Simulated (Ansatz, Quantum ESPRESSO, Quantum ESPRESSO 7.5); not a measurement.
# Evanescent states of LiH, rock salt type, lattice constant set to 3.822 Å

Wanted: the complex band structure of LiH, rock salt type, lattice constant set to 3.822 Å, as for a tunnel barrier.

Calculated with Quantum ESPRESSO 7.5; plane-wave DFT, LDA, GBRV ultrasoft pseudopotentials (cross-check by Ansatz 0.2.0 with PAW datasets).

### 1. The starting structure

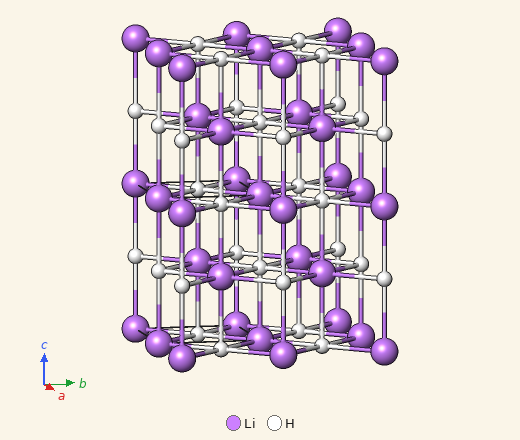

The cell as given, from the side, with the c axis up (lithium purple, hydrogen white). 2×2×2 cells are drawn. Some periodic images of atoms are drawn too.

### 2. Ground state

pwcond needs a cell whose third axis lies along the current and stands perpendicular to the other two.

Input file scf.in:

```
&control
  prefix = 'scf'
  outdir = './out'
  pseudo_dir = './pseudo'
  calculation = 'scf'
  tprnfor = .true.
/
&system
  ibrav = 0
  nat = 4
  ntyp = 2
  ecutwfc = 40
  ecutrho = 200
  occupations = 'fixed'
  nbnd = 8
/
&electrons
  conv_thr = 1e-09
  mixing_beta = 0.6
  electron_maxstep = 120
/
ATOMIC_SPECIES
  Li  6.9400  li_lda_v1.4.uspp.F.UPF
  H   1.0080  h_lda_v1.4.uspp.F.UPF
CELL_PARAMETERS angstrom
  2.70256211769498 0.00000000000000 0.00000000000000
  0.00000000000000 2.70256211769498 0.00000000000000
  0.00000000000000 0.00000000000000 3.82200000000000
ATOMIC_POSITIONS crystal
  Li  0.000000000000 0.000000000000 0.000000000000
  H   0.500000000000 0.500000000000 0.000000000000
  Li  0.500000000000 0.500000000000 0.500000000000
  H   0.000000000000 0.000000000000 0.500000000000
K_POINTS automatic
  8 8 6 0 0 0
```

The run is started by

```
> OMP_NUM_THREADS=1 mpirun -n 2 pw.x -nk 2 -in scf.in > scf.out
```

The program printed:

```text
Program PWSCF v.7.5 starts
[citation notice left out]

     Parallel version (MPI & OpenMP), running on       2 processor cores
     Number of MPI processes:                 2
     Threads/MPI process:                     1

     MPI processes distributed on     1 nodes
[...]
Current dimensions of program PWSCF are:
     Max number of different atomic species (ntypx) = 10
     Max number of k-points (npk) =  40000
     Max angular momentum in pseudopotentials (lmaxx) =  4
     Found identity + ( -0.5000 -0.5000 -0.5000) symmetry
     This is a supercell, fractional translations are disabled
     Message from routine setup:
     using ibrav=0 with symmetry is DISCOURAGED, use correct ibrav instead

     K-points division:     npool     =       2
     Subspace diagonalization in iterative solution of the eigenvalue problem:
     a serial algorithm will be used

     G-vector sticks info
     --------------------
     sticks:   dense  smooth     PW     G-vecs:    dense   smooth      PW
     Sum         421     333    109                 9029     6465    1245

     Using Slab Decomposition

     bravais-lattice index     =            0
     lattice parameter (alat)  =       5.1071  a.u.
     unit-cell volume          =     188.3817 (a.u.)^3
     number of atoms/cell      =            4
     number of atomic types    =            2
     number of electrons       =         8.00
     number of Kohn-Sham states=            8
     kinetic-energy cutoff     =      40.0000  Ry
     charge density cutoff     =     200.0000  Ry
     scf convergence threshold =      1.0E-09
     mixing beta               =       0.6000
     number of iterations used =            8  plain     mixing
     Exchange-correlation=  SLA  PZ   NOGX NOGC
                           (   1   1   0   0   0   0   0)

     celldm(1)=   5.107102  celldm(2)=   0.000000  celldm(3)=   0.000000
     celldm(4)=   0.000000  celldm(5)=   0.000000  celldm(6)=   0.000000

     crystal axes: (cart. coord. in units of alat)
               a(1) = (   1.000000   0.000000   0.000000 )
               a(2) = (   0.000000   1.000000   0.000000 )
               a(3) = (   0.000000   0.000000   1.414214 )

     reciprocal axes: (cart. coord. in units 2 pi/alat)
               b(1) = (  1.000000  0.000000  0.000000 )
               b(2) = (  0.000000  1.000000  0.000000 )
               b(3) = (  0.000000  0.000000  0.707107 )

     PseudoPot. # 1 for Li read from file:
     ./pseudo/li_lda_v1.4.uspp.F.UPF
     Pseudo is Ultrasoft, Zval =  3.0
     Generated by new atomic code, or converted to UPF format
     Using radial grid of  751 points,  5 beta functions with:
                l(1) =   0
                l(2) =   0
                l(3) =   0
                l(4) =   1
                l(5) =   1
     Q(r) pseudized with 10 coefficients,  rinner =    1.150   1.150   1.150

     PseudoPot. # 2 for H  read from file:
     ./pseudo/h_lda_v1.4.uspp.F.UPF
     Pseudo is Ultrasoft, Zval =  1.0
     Generated by new atomic code, or converted to UPF format
     Using radial grid of  615 points,  2 beta functions with:
                l(1) =   0
                l(2) =   0
     Q(r) pseudized with  8 coefficients,  rinner =    0.700

     atomic species   valence    mass     pseudopotential
     Li                3.00     6.94000     Li( 1.00)
     H                 1.00     1.00800     H ( 1.00)

     16 Sym. Ops., with inversion, found

   Cartesian axes

     site n.     atom                  positions (alat units)
         1        Li     tau(   1) = (   0.0000000   0.0000000   0.0000000  )
         2        H      tau(   2) = (   0.5000000   0.5000000   0.0000000  )
         3        Li     tau(   3) = (   0.5000000   0.5000000   0.7071068  )
         4        H      tau(   4) = (   0.0000000   0.0000000   0.7071068  )

     number of k points=    60
                       cart. coord. in units 2pi/alat
        k(    1) = (   0.0000000   0.0000000   0.0000000), wk =   0.0052083
        k(    2) = (   0.0000000   0.0000000   0.1178511), wk =   0.0104167
        k(    3) = (   0.0000000   0.0000000   0.2357023), wk =   0.0104167
        k(    4) = (   0.0000000   0.0000000  -0.3535534), wk =   0.0052083
        k(    5) = (   0.0000000   0.1250000   0.0000000), wk =   0.0208333
        k(    6) = (   0.0000000   0.1250000   0.1178511), wk =   0.0416667
        k(    7) = (   0.0000000   0.1250000   0.2357023), wk =   0.0416667
        k(    8) = (   0.0000000   0.1250000  -0.3535534), wk =   0.0208333
        k(    9) = (   0.0000000   0.2500000   0.0000000), wk =   0.0208333
        k(   10) = (   0.0000000   0.2500000   0.1178511), wk =   0.0416667
[...]
k(   60) = (  -0.5000000  -0.5000000  -0.3535534), wk =   0.0052083

     Dense  grid:     9029 G-vectors     FFT dimensions: (  24,  24,  36)

     Smooth grid:     6465 G-vectors     FFT dimensions: (  24,  24,  30)

     Estimated max dynamical RAM per process >      13.65 MB

     Estimated total dynamical RAM >      25.10 MB

     Initial potential from superposition of free atoms

     starting charge       7.0985, renormalised to       8.0000
     Starting wfcs are   12 randomized atomic wfcs

     total cpu time spent up to now is        0.6 secs

     per-process dynamical memory:    14.1 Mb

     Self-consistent Calculation

     iteration #  1     ecut=    40.00 Ry     beta= 0.60
     Davidson diagonalization with overlap
     ethr =  1.00E-02,  avg # of iterations =  2.7

     total cpu time spent up to now is        0.8 secs

     total energy              =     -31.00751073 Ry
     estimated scf accuracy    <       0.30336349 Ry

     iteration #  2     ecut=    40.00 Ry     beta= 0.60
[...]
total energy              =     -31.02081613 Ry
     estimated scf accuracy    <       0.01839736 Ry

     iteration #  3     ecut=    40.00 Ry     beta= 0.60
[...]
total energy              =     -31.02537200 Ry
     estimated scf accuracy    <       0.00045274 Ry

     iteration #  4     ecut=    40.00 Ry     beta= 0.60
[...]
total energy              =     -31.02563123 Ry
     estimated scf accuracy    <       0.00001646 Ry

     iteration #  5     ecut=    40.00 Ry     beta= 0.60
[...]
total energy              =     -31.02563349 Ry
     estimated scf accuracy    <       0.00000903 Ry

     iteration #  6     ecut=    40.00 Ry     beta= 0.60
[...]
total energy              =     -31.02563428 Ry
     estimated scf accuracy    <       0.00000087 Ry

     iteration #  7     ecut=    40.00 Ry     beta= 0.60
[...]
total energy              =     -31.02563437 Ry
     estimated scf accuracy    <       0.00000004 Ry

     iteration #  8     ecut=    40.00 Ry     beta= 0.60
[...]
total energy              =     -31.02563438 Ry
     estimated scf accuracy    <          5.3E-09 Ry

     iteration #  9     ecut=    40.00 Ry     beta= 0.60
[...]
End of self-consistent calculation

          k = 0.0000 0.0000 0.0000 (   799 PWs)   bands (ev):

   -41.9373 -41.8218  -4.6736   1.4283   3.8889  12.5135  12.5135  15.9864

          k = 0.0000 0.0000 0.1179 (   803 PWs)   bands (ev):

   -41.9293 -41.8293  -4.5053  -0.0063   5.8423  12.7877  12.7877  16.2714

          k = 0.0000 0.0000 0.2357 (   818 PWs)   bands (ev):

   -41.9078 -41.8501  -3.9861  -1.7479   9.0838  13.6066  13.6067  15.9916

          k = 0.0000 0.0000-0.3536 (   830 PWs)   bands (ev):

   -41.8788 -41.8788  -3.0796  -3.0796  12.6723  12.6723  14.9557  14.9557

          k = 0.0000 0.1250 0.0000 (   807 PWs)   bands (ev):

   -41.9284 -41.8217  -4.4859   1.2951   4.2049  10.7501  12.8257  17.6417

          k = 0.0000 0.1250 0.1179 (   800 PWs)   bands (ev):

   -41.9211 -41.8287  -4.3213   0.0274   5.9330  11.0716  13.0994  15.8406

[...]
highest occupied, lowest unoccupied level (ev):     1.4283    3.8888

!    total energy              =     -31.02563438 Ry
     estimated scf accuracy    <          7.5E-11 Ry

     The total energy is the sum of the following terms:
     one-electron contribution =     -14.84852483 Ry
     hartree contribution      =       6.28163844 Ry
     xc contribution           =      -7.95219846 Ry
     ewald contribution        =     -14.50654952 Ry

     convergence has been achieved in   9 iterations

     Forces acting on atoms (cartesian axes, Ry/au):

     atom    1 type  1   force =     0.00000000    0.00000000    0.00000000
     atom    2 type  2   force =     0.00000000    0.00000000    0.00000000
     atom    3 type  1   force =     0.00000000    0.00000000    0.00000000
     atom    4 type  2   force =     0.00000000    0.00000000    0.00000000

     Total force =     0.000000     Total SCF correction =     0.000000

[...]
=------------------------------------------------------------------------------=
   JOB DONE.
=------------------------------------------------------------------------------=
```

Wall time 2.5 s (2 MPI ranks of Intel Xeon 6975P-C (Granite Rapids), shared host); peak memory 0.12 GiB; 4.6 s of CPU time.

Read from the output:

* free energy: -422.1253 eV
* valence top, on the run's zero: 1.428 eV
* conduction bottom, on the run's zero: 3.889 eV
* gap by band count: 2.461 eV

The run needed 9 iterations to bring the estimated error under 1e-09 Ry.

(Part 1 of 3 ends here.)

[Logs are printed without paths, hosts, clocks, repeated set-up lines and the standing remarks that a program may print on its own settings, such as how far it seeks lower states.]

[Hosts, paths, dates, database ids (printed as entryN), source tags and the programs' standing remarks are cut or masked in the printed files.]

[Maps of the electrostatic potential energy from Ansatz leave out the sawtooth potential of an applied field or a dipole correction, so their vacuum need not be flat; planar profiles and work functions include it.]
